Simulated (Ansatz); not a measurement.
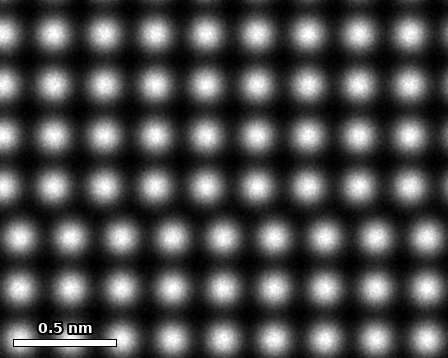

Z-contrast image of Si (Pm-3m, No. 221) along [001]. Simulation: incoherent imaging, intensity Z^1.6 per atom, probe width 1.30 Å, thin sample. The probe carries 15 % of its weight in a tail 2.5 times as wide. Shot noise was added.

One planar defect was built into the perfect crystal by geometry alone, without relaxation. Host structure: the input geometry of an electronic-structure calculation (not necessarily at equilibrium); the starting structure was generated, so it need not be a known form of this composition.

Q: Find the planar defect and say what kind it is.

A planar fault (a stacking fault) runs horizontally about 10 Å below the top edge. The part above it is shifted along the boundary by 2/3 of the 2.50 Å repeat of the rows (1.7 Å to the right, the same as 0.8 Å to the left); both parts keep the same orientation.
